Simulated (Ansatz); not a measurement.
Geometry relaxation, with input and output: SiO$_{2}$ (part 1 of 2)

SiO$_{2}$ (P4₂/mnm, 6 atoms in the cell), computed with DFT PBE, scalar-relativistic, plane waves, PAW, no spin polarisation (Ansatz 0.2.0).

The structure derives from a Materials Project entry.

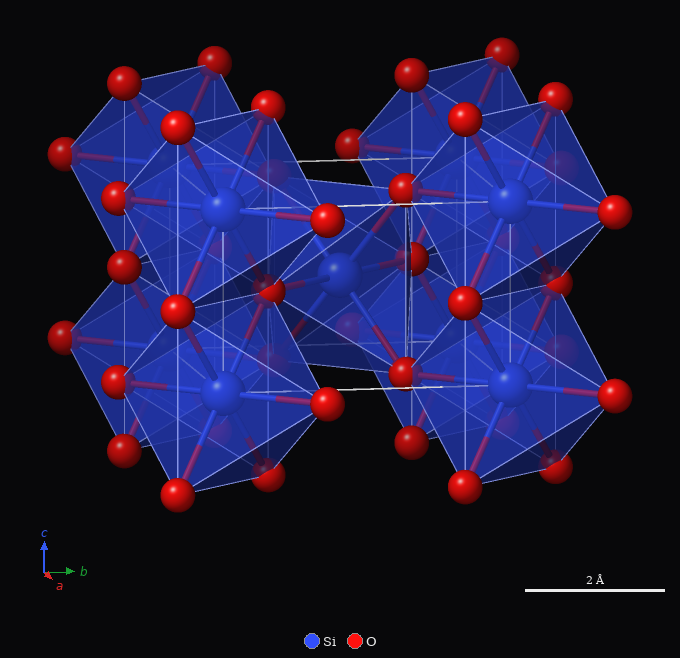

The input geometry (polyhedral view of the cell of the calculation, seen slightly off an axis; polyhedra are completed across the faces of the cell).

Key numbers:

| quantity | value |
| --- | --- |
| outcome | converged |
| space group (tolerance 0.01 Å) | P4₂/mnm (136) |
| electrons treated | 32 |
| free energy | −3547.0190 eV |
| Fermi energy | 12.517 eV |
| gap on the k-point mesh | 5.04 eV |
| pressure | 0.00 GPa |
| final volume | 48.28 Å³ |
| largest force (length of the vector) at the end | under 0.001 eV/Å |
| final cell | a = 4.236 Å, b = 4.236 Å, c = 2.690 Å, α = 90.00°, β = 90.00°, γ = 90.00° |
| hardware | 2 threads of Intel Xeon @ 2.50GHz (Skylake/Cascade Lake), 192 GiB of memory available, shared host |
| wall time | 21 s (CPU time 39 s) |
| peak memory | 0.41 GiB |

The input:
```yaml
crystal:
  lattice:
    - [4.233169, 0.0, 0.0]
    - [0.0, 4.233169, 0.0]
    - [0.0, 0.0, 2.693495]
  atoms:
    - { symbol: Si, position: [0.5, 0.5, 0.5] }
    - { symbol: Si, position: [0.0, 0.0, 0.0] }
    - { symbol: O, position: [0.693161, 0.693161, 0.0] }
    - { symbol: O, position: [0.193161, 0.806839, 0.5] }
    - { symbol: O, position: [0.306839, 0.306839, 0.0] }
    - { symbol: O, position: [0.806839, 0.193161, 0.5] }
basis:
  ecutwfc: 420
kpoints:
  mp_grid: { grid: [6, 6, 8] }
hamiltonian:
  xc: pbe
scf:
  occupations: { method: gaussian, width: 0.02 }
output:
  forces: true
  stress: true
  eigenvalues: true
relax:
  adjacent_minimum: "off"
  f_tol: 0.005
  max_steps: 80
  cell: { stress_tol: 0.05 }
```

Launched with:
```bash
ansatz run input.yaml --threads 2 --pin off --max-ram 5120MiB --backend cpu --events-out ev --progress --plain --runs-dir out
```

The program's output:
```
Engine: ansatz 0.2.0, x86_64-unknown-linux-gnu
Pseudopotentials: kind: paw
Pseudopotential: Si, paw, valence charge 4, recommended cutoff 420 eV (normal), Si.paw.azcp
Pseudopotential: O, paw, valence charge 6, recommended cutoff 420 eV (normal), O.paw.azcp
Functional definition: PBE
  parameter kappa = 0.804
  parameter beta = 0.06672455060314922
  exchange = pbe_x(kappa = kappa, mu = beta*pi^2/3)
  correlation = pbe_c(beta = beta)
Crystal: 6 atoms, lattice volume = 48.267 Å³
Basis set: ecut = 420 eV, 961 PW (Γ), exchange–correlation on 60×60×40 points (8 copies of the dense FFT grid, shifted against one another)
Bands: 22, of which v1, the nominal top of the filled ones, is band 16 counted from 1 (15 counted from 0)
Symmetry: 16 space group operations
Space group: P42/mnm (ITA 136), of the structure as read, at distance tolerance 3.6e-5 Å
k-points: 50 of 288
Non-local potential: Si, projectors of the file, l = 0: 2, l = 1: 2, l = 2: 2
Non-local potential: O, projectors of the file, l = 0: 2, l = 1: 2, l = 2: 1
PAW form: soft (Blöchl's): semilocal exchange-correlation on the pseudo side does not see the compensation charge
PAW one-centre angular grid: Si, 110 points (default); XC on 64 Gauss nodes
PAW one-centre angular grid: O, 110 points (default); XC on 64 Gauss nodes
Initial density: superposition of atomic densities (neutral atoms: chi_scale 0, normalization atom), corrected by the library's trained network
Initial wavefunctions: pseudopotential atomic-orbital guess
Functional: x = pbe(κ = 0.804, μ = 0.2195149727645171), c = pbe(β = 0.06672455060314922)
SCF iter   1: F=—  HF=-3547.017540 eV  |F-HF|=—  |Δ(HF+E_count)|=         —  Δρ=2.83e-3  dr2=1.24e-3  ethr=1.77e-3  ⟨swp⟩=6.3  Hψ=6034  notcnv=0
preconditioner: auto → none  [insulator: Δε(μ)=5.031 eV  Ē_g=18.318 eV  σ=0.020 eV  W_gap=1.00  n_scr=10 (ndim 8)  ℏωp=30.2 eV  f_vac=0.000  D(μ)=0.00/eV (n_scr^D=0)  ε∞_Penn≈3.7]
SCF iter   2: F=—  HF=-3547.018383 eV  |F-HF|=—  |Δ(HF+E_count)|=   8.44e-4  Δρ=1.45e-3  dr2=3.23e-4  ethr=3.88e-6  ⟨swp⟩=2.0  Hψ=2377  notcnv=0  defer=43
SCF iter   3: F=—  HF=-3547.018494 eV  |F-HF|=—  |Δ(HF+E_count)|=   1.11e-4  Δρ=6.14e-4  dr2=5.38e-5  ethr=1.01e-6  ⟨swp⟩=2.0  Hψ=1609  notcnv=0  defer=43
SCF iter   4: F=—  HF=-3547.018526 eV  |F-HF|=—  |Δ(HF+E_count)|=   3.16e-5  Δρ=9.69e-5  dr2=3.06e-6  ethr=1.68e-7  ⟨swp⟩=2.1  Hψ=1767  notcnv=0  defer=43
SCF iter   5: F=—  HF=-3547.018525 eV  |F-HF|=—  |Δ(HF+E_count)|=   4.56e-7  Δρ=2.30e-5  dr2=1.68e-7  ethr=9.56e-9  ⟨swp⟩=2.1  Hψ=1705  notcnv=0  defer=43
SCF iter   6: F=-3547.018525 eV  HF=-3547.018525 eV  |F-HF|=5.53e-9  |Δ(HF+E_count)|=   1.20e-8  Δρ=6.18e-6  dr2=1.14e-8  ethr=3.13e-10  ⟨swp⟩=7.5  Hψ=4592  notcnv=0
SCF 1 converged in 6 iterations: F = -3547.018525 eV  dr2 = 1.14e-8
  greatest PAW one-centre occupation: 0.860 electrons in one spin orbital (limit 2), on the O atom at site 4 (counted from 0), in its partial waves of l = 0
relax step   1: F+E_penalty+E_count = -3547.01852544 eV  Δ(F+E_penalty+E_count) = +0.000e0 eV  max|allowed force component| = 8.166e-3 eV/Å  Δτ_max = 0.0000 Å  P = -0.089 GPa  Ω = 48.267 Å³  (6 SCF iters, dr2 threshold 1.00e-7 eV, accepted)
Crystal: 6 atoms, lattice volume = 48.265 Å³
Initial density: handed on by an earlier stage of this run
Initial wavefunctions: those handed on with the density
iter 1 solved again at ethr=2.91e-9 eV; its pass at ethr=3.10e-3 eV (dr2=9.32e-7 eV) is discarded
SCF iter   1: F=—  HF=-3547.018594 eV  |F-HF|=—  |Δ(HF+E_count)|=         —  Δρ=7.75e-5  dr2=1.40e-6  ethr=2.91e-9  ⟨swp⟩=3.3  Hψ=6260  notcnv=0
preconditioner: auto → none  [insulator: Δε(μ)=5.034 eV  Ē_g=18.316 eV  σ=0.020 eV  W_gap=1.00  n_scr=10 (ndim 8)  ℏωp=30.2 eV  f_vac=0.000  D(μ)=0.00/eV (n_scr^D=0)  ε∞_Penn≈3.7]
SCF iter   2: F=-3547.018579 eV  HF=-3547.018579 eV  |F-HF|=5.94e-8  |Δ(HF+E_count)|=   1.45e-5  Δρ=3.49e-5  dr2=2.56e-7  ethr=1.69e-9  ⟨swp⟩=3.0  Hψ=4658  notcnv=0
SCF 2 converged in 2 iterations: F = -3547.018579 eV  dr2 = 2.56e-7
  greatest PAW one-centre occupation: 0.860 electrons in one spin orbital (limit 2), on the O atom at site 5 (counted from 0), in its partial waves of l = 0
relax step   2: F+E_penalty+E_count = -3547.01857911 eV  Δ(F+E_penalty+E_count) = -5.367e-5 eV  max|allowed force component| = 1.235e-2 eV/Å  Δτ_max = 0.0001 Å  P = -0.060 GPa  Ω = 48.265 Å³  energy of the carried Pulay correction = +1.023e-5 eV  (2 SCF iters, dr2 threshold 5.40e-7 eV, accepted)
Crystal: 6 atoms, lattice volume = 48.268 Å³
iter 1 solved again at ethr=1.16e-7 eV; its pass at ethr=3.10e-3 eV (dr2=3.70e-5 eV) is discarded
SCF iter   1: F=—  HF=-3547.018645 eV  |F-HF|=—  |Δ(HF+E_count)|=         —  Δρ=3.36e-4  dr2=4.18e-5  ethr=1.16e-7  ⟨swp⟩=2.4  Hψ=5769  notcnv=0
preconditioner: auto → none  [insulator: Δε(μ)=5.042 eV  Ē_g=18.319 eV  σ=0.020 eV  W_gap=1.00  n_scr=10 (ndim 8)  ℏωp=30.2 eV  f_vac=0.000  D(μ)=0.00/eV (n_scr^D=0)  ε∞_Penn≈3.7]
SCF iter   2: F=—  HF=-3547.018621 eV  |F-HF|=—  |Δ(HF+E_count)|=   2.38e-5  Δρ=1.35e-4  dr2=4.47e-6  ethr=1.16e-7  ⟨swp⟩=2.6  Hψ=1870  notcnv=0
SCF iter   3: F=-3547.018620 eV  HF=-3547.018620 eV  |F-HF|=1.01e-8  |Δ(HF+E_count)|=   8.61e-7  Δρ=2.90e-5  dr2=1.26e-7  ethr=5.62e-10  ⟨swp⟩=3.5  Hψ=5004  notcnv=0
SCF 3 converged in 3 iterations: F = -3547.018620 eV  dr2 = 1.26e-7
relax step   3: F+E_penalty+E_count = -3547.01862010 eV  Δ(F+E_penalty+E_count) = -4.099e-5 eV  max|allowed force component| = 1.047e-3 eV/Å  Δτ_max = 0.0009 Å  P = +0.050 GPa  Ω = 48.268 Å³  energy of the carried Pulay correction = -5.716e-6 eV  (3 SCF iters, dr2 threshold 1.80e-7 eV, accepted)
Crystal: 6 atoms, lattice volume = 48.284 Å³
iter 1 solved again at ethr=8.98e-9 eV; its pass at ethr=3.10e-3 eV (dr2=2.87e-6 eV) is discarded
SCF iter   1: F=—  HF=-3547.018525 eV  |F-HF|=—  |Δ(HF+E_count)|=         —  Δρ=8.64e-5  dr2=2.59e-6  ethr=8.98e-9  ⟨swp⟩=2.6  Hψ=5414  notcnv=0
preconditioner: auto → none  [insulator: Δε(μ)=5.037 eV  Ē_g=18.313 eV  σ=0.020 eV  W_gap=1.00  n_scr=10 (ndim 8)  ℏωp=30.2 eV  f_vac=0.000  D(μ)=0.00/eV (n_scr^D=0)  ε∞_Penn≈3.7]
SCF iter   2: F=—  HF=-3547.018515 eV  |F-HF|=—  |Δ(HF+E_count)|=   9.65e-6  Δρ=3.47e-5  dr2=2.96e-7  ethr=8.09e-9  ⟨swp⟩=2.0  Hψ=1778  notcnv=0
SCF iter   3: F=—  HF=-3547.018515 eV  |F-HF|=—  |Δ(HF+E_count)|=   5.50e-8  Δρ=1.36e-5  dr2=4.67e-8  ethr=9.26e-10  ⟨swp⟩=2.2  Hψ=1689  notcnv=0
SCF iter   4: F=-3547.018515 eV  HF=-3547.018515 eV  |F-HF|=4.31e-10  |Δ(HF+E_count)|=   4.12e-9  Δρ=3.97e-6  dr2=3.78e-9  ethr=2.37e-11  ⟨swp⟩=4.1  Hψ=3701  notcnv=0
SCF 4 converged in 4 iterations: F = -3547.018515 eV  dr2 = 3.78e-9
relax step   4: F+E_penalty+E_count = -3547.01851518 eV  Δ(F+E_penalty+E_count) = +1.049e-4 eV  max|allowed force component| = 6.710e-4 eV/Å  Δτ_max = 0.0000 Å  P = -0.050 GPa  Ω = 48.284 Å³  energy of the carried Pulay correction = -1.105e-4 eV  (4 SCF iters, dr2 threshold 7.59e-9 eV, rejected (line search))
Crystal: 6 atoms, lattice volume = 48.275 Å³
iter 1 solved again at ethr=2.09e-9 eV; its pass at ethr=3.10e-3 eV (dr2=6.68e-7 eV) is discarded
SCF iter   1: F=—  HF=-3547.018582 eV  |F-HF|=—  |Δ(HF+E_count)|=         —  Δρ=4.09e-5  dr2=6.07e-7  ethr=2.09e-9  ⟨swp⟩=2.2  Hψ=5473  notcnv=0
preconditioner: auto → none  [insulator: Δε(μ)=5.040 eV  Ē_g=18.316 eV  σ=0.020 eV  W_gap=1.00  n_scr=10 (ndim 8)  ℏωp=30.2 eV  f_vac=0.000  D(μ)=0.00/eV (n_scr^D=0)  ε∞_Penn≈3.7]
SCF iter   2: F=—  HF=-3547.018572 eV  |F-HF|=—  |Δ(HF+E_count)|=   9.33e-6  Δρ=1.41e-5  dr2=5.04e-8  ethr=1.90e-9  ⟨swp⟩=2.0  Hψ=1853  notcnv=0
SCF iter   3: F=—  HF=-3547.018572 eV  |F-HF|=—  |Δ(HF+E_count)|=   1.29e-8  Δρ=4.82e-6  dr2=6.76e-9  ethr=1.58e-10  ⟨swp⟩=2.0  Hψ=1677  notcnv=0
SCF iter   4: F=—  HF=-3547.018572 eV  |F-HF|=—  |Δ(HF+E_count)|=  1.44e-10  Δρ=9.44e-7  dr2=2.22e-10  ethr=2.11e-11  ⟨swp⟩=2.0  Hψ=1900  notcnv=0
SCF iter   5: F=-3547.018572 eV  HF=-3547.018572 eV  |F-HF|=2.73e-12  |Δ(HF+E_count)|=  6.09e-11  Δρ=1.11e-7  dr2=2.75e-12  ethr=1.00e-12  ⟨swp⟩=4.0  Hψ=3698  notcnv=0
SCF 5 converged in 5 iterations: F = -3547.018572 eV  dr2 = 2.75e-12
relax step   5: F+E_penalty+E_count = -3547.01857241 eV  Δ(F+E_penalty+E_count) = +4.769e-5 eV  max|allowed force component| = 2.720e-5 eV/Å  Δτ_max = 0.0000 Å  P = +0.001 GPa  Ω = 48.275 Å³  energy of the carried Pulay correction = -5.464e-5 eV  (5 SCF iters, accepted)
Basis set: ecut = 420 eV, 961 PW (Γ), exchange–correlation on 60×60×36 points (8 copies of the dense FFT grid, shifted against one another)
Initial wavefunctions: pseudopotential atomic-orbital guess (no wavefunctions were taken with the density)
iter 1 solved again at ethr=1.93e-7 eV; its pass at ethr=3.10e-3 eV (dr2=6.19e-5 eV) is discarded
SCF iter   1: F=—  HF=-3547.018948 eV  |F-HF|=—  |Δ(HF+E_count)|=         —  Δρ=2.44e-5  dr2=3.52e-8  ethr=1.93e-7  ⟨swp⟩=3.0  Hψ=9172  notcnv=0
eigensolver tolerance schedule: the retry pair's looser diagonalisation over-reported the residual by 1753.70 of it (diagonalisation noise at 0.12 of the residual, at the tolerance the schedule requests for it); recorded, not acted on — ethr = c·dr2/N_el stays at c = 1.0e-1
SCF iter   2: F=—  HF=-3547.018930 eV  |F-HF|=—  |Δ(HF+E_count)|=   1.72e-5  Δρ=1.18e-5  dr2=1.05e-8  ethr=1.10e-10  ⟨swp⟩=2.5  Hψ=2035  notcnv=0
SCF iter   3: F=—  HF=-3547.018930 eV  |F-HF|=—  |Δ(HF+E_count)|=   8.22e-8  Δρ=5.19e-6  dr2=1.46e-9  ethr=3.28e-11  ⟨swp⟩=2.1  Hψ=1714  notcnv=0
SCF iter   4: F=-3547.018930 eV  HF=-3547.018930 eV  |F-HF|=5.46e-11  |Δ(HF+E_count)|=   1.94e-8  Δρ=4.59e-7  dr2=5.11e-11  ethr=1.00e-12  ⟨swp⟩=3.0  Hψ=4605  notcnv=0
SCF 6 converged in 4 iterations: F = -3547.018930 eV  dr2 = 5.11e-11
relax step   6: F+E_penalty+E_count = -3547.01893046 eV  Δ(F+E_penalty+E_count) = -3.580e-4 eV  max|allowed force component| = 1.080e-5 eV/Å  Δτ_max = 0.0000 Å  P = +0.006 GPa  Ω = 48.275 Å³  stress off target by 7.14e-2 GPa  SCF on the basis re-selected at this cell (its energy is not comparable with the rows above)  (4 SCF iters)
basis re-selected at this cell: Δ(F+E_penalty+E_count) = -3.580e-4 eV, ΔP = +0.006 GPa vs the last step (what re-selecting the basis moved, of the pressure what is left beyond the Pulay correction that the steps carried, after the strain that the cell walked since its last selection, with what the two solves' SCF thresholds leave and, on support functions, any second-order correction that the steps lacked; it is no measure of the basis error at this ecutwfc). The dense FFT grid was sized anew with the basis: this SCF ran on 30×30×18 points, the steps before it on 30×30×20, so part of this shift can come from that change (see relax.cell in the input reference). This SCF's stress stands 7.14e-2 GPa from its target on what of the cell is left free (relax.cell.stress_tol is 5.00e-2 GPa) and its largest allowed force component is 1.08e-5 eV/Å (relax.f_tol is 5.00e-3 eV/Å): not within both, so this SCF does not close the relaxation
Crystal: 6 atoms, lattice volume = 48.280 Å³
iter 1 solved again at ethr=2.23e-9 eV; its pass at ethr=3.10e-3 eV (dr2=7.14e-7 eV) is discarded
SCF iter   1: F=—  HF=-3547.018917 eV  |F-HF|=—  |Δ(HF+E_count)|=         —  Δρ=5.63e-5  dr2=1.11e-6  ethr=2.23e-9  ⟨swp⟩=3.0  Hψ=6042  notcnv=0
SCF iter   2: F=—  HF=-3547.018899 eV  |F-HF|=—  |Δ(HF+E_count)|=   1.81e-5  Δρ=2.51e-5  dr2=1.59e-7  ethr=2.23e-9  ⟨swp⟩=2.1  Hψ=1865  notcnv=0
SCF iter   3: F=—  HF=-3547.018899 eV  |F-HF|=—  |Δ(HF+E_count)|=   2.22e-8  Δρ=6.97e-6  dr2=1.38e-8  ethr=4.97e-10  ⟨swp⟩=2.6  Hψ=1964  notcnv=0
SCF iter   4: F=-3547.018899 eV  HF=-3547.018899 eV  |F-HF|=4.52e-10  |Δ(HF+E_count)|=   2.63e-9  Δρ=2.10e-6  dr2=1.00e-9  ethr=3.98e-11  ⟨swp⟩=4.0  Hψ=3643  notcnv=0
SCF 7 converged in 4 iterations: F = -3547.018899 eV  dr2 = 1.00e-9
relax step   7: F+E_penalty+E_count = -3547.01889913 eV  Δ(F+E_penalty+E_count) = +3.133e-5 eV  max|allowed force component| = 1.448e-4 eV/Å  Δτ_max = 0.0001 Å  P = +0.000 GPa  Ω = 48.280 Å³  energy of the carried Pulay correction = -3.494e-5 eV  (4 SCF iters, dr2 threshold 1.27e-8 eV, accepted)
iter 1 solved again at ethr=1.99e-7 eV; its pass at ethr=3.10e-3 eV (dr2=6.37e-5 eV) is discarded
SCF iter   1: F=—  HF=-3547.019000 eV  |F-HF|=—  |Δ(HF+E_count)|=         —  Δρ=6.51e-6  dr2=7.14e-9  ethr=1.99e-7  ⟨swp⟩=3.0  Hψ=9173  notcnv=0
eigensolver tolerance schedule: the retry pair's looser diagonalisation over-reported the residual by 8911.43 of it (diagonalisation noise at 1.34 of the residual, at the tolerance the schedule requests for it); recorded, not acted on — ethr = c·dr2/N_el stays at c = 1.0e-1
SCF iter   2: F=—  HF=-3547.018979 eV  |F-HF|=—  |Δ(HF+E_count)|=   2.09e-5  Δρ=3.42e-6  dr2=2.96e-9  ethr=2.23e-11  ⟨swp⟩=3.1  Hψ=2518  notcnv=0
SCF iter   3: F=—  HF=-3547.018979 eV  |F-HF|=—  |Δ(HF+E_count)|=  3.64e-11  Δρ=2.08e-6  dr2=5.18e-10  ethr=9.25e-12  ⟨swp⟩=2.6  Hψ=1738  notcnv=0
SCF iter   4: F=-3547.018979 eV  HF=-3547.018979 eV  |F-HF|=2.09e-11  |Δ(HF+E_count)|=  8.52e-10  Δρ=4.48e-7  dr2=5.83e-11  ethr=1.00e-12  ⟨swp⟩=3.0  Hψ=4629  notcnv=0
SCF 8 converged in 4 iterations: F = -3547.018979 eV  dr2 = 5.83e-11
relax step   8: F+E_penalty+E_count = -3547.01897936 eV  Δ(F+E_penalty+E_count) = -8.023e-5 eV  max|allowed force component| = 1.382e-4 eV/Å  Δτ_max = 0.0000 Å  P = +0.001 GPa  Ω = 48.280 Å³  stress off target by 3.72e-3 GPa  SCF on the basis re-selected at this cell (its energy is not comparable with the rows above)  (4 SCF iters)
```
